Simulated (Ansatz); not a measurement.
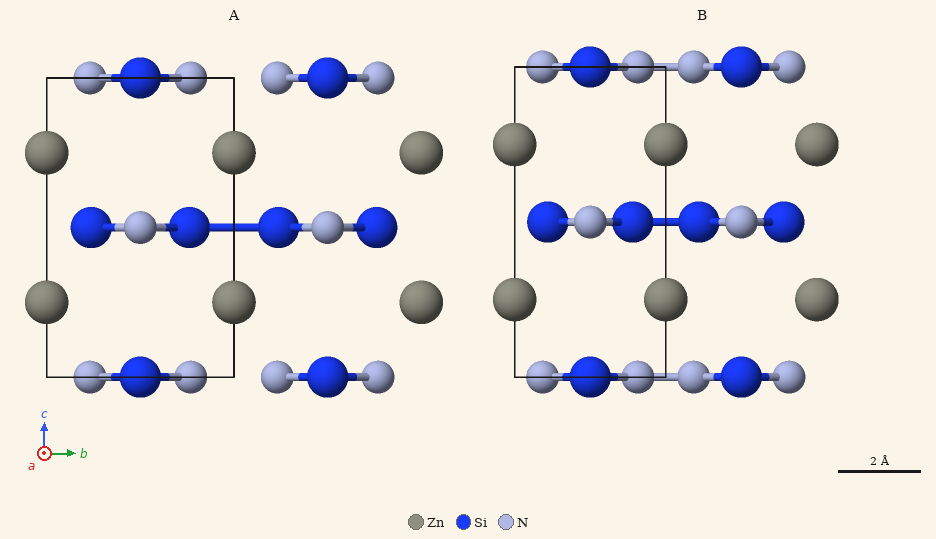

Two geometries of crystalline ZnSi₂N₂ (a generated structure, set up in P4_2/mmc) (coarse preliminary run), drawn at one scale. One is the start of a relaxation, the other its converged end. The picture is a ball-and-stick view of the cell of the calculation, repeated 1 × 2 × 1 with one cell outlined, seen along the a axis.

All numbers below come from Ansatz, DFT PBE, scalar-relativistic, plane waves, PAW. Set-up: plane-wave cutoff 420 eV; k-point mesh 6 × 6 × 2; occupations gaussian; smearing width 0.1 eV; no spin polarisation; cell and atoms relaxed; force threshold 0.04 eV/Å; at most 70 steps.

Which geometry has the lower energy?

Structure A is the relaxed one. The largest moves relative to the cell, 0.22 Å, are those of N atoms. Largest moves by element: N 0.22 Å, Si 0.09 Å. Zn stays in place. Cell: a = b 3.727 → 4.620 Å (+24.0 %), c 7.648 → 7.377 Å (−3.5 %). Volume +48.2 %. Among the contacts that change: N–N 1.376 → 2.136 Å, Si–Si 1.632 → 2.198 Å, Si–Si 2.095 → 2.421 Å, N–Si 1.574 → 1.735 Å. Bonds break: N–N (1.38 → 2.14 Å). Bond angles that change, for instance: N–Si–N 96.6° → 91.5°, Si–N–Si 83.4° → 88.5°, Si–Si–N 131.7° → 134.3°. The space group stays P4_2/mmc (No. 131). After 12 accepted moves (14 points after the start) the energy has fallen by 16.371 eV per cell of the calculation. The largest force component goes from 12 to 0.015 eV/Å. The pressure goes from 98.68 to 0.01 GPa. At 2 points the geometry stayed and the basis and grid were re-selected for the new cell (energy shift of 0.752 eV per cell of the calculation at most each time).

Limits of the set-up: the k-point mesh is coarse for a cell with partly filled bands.
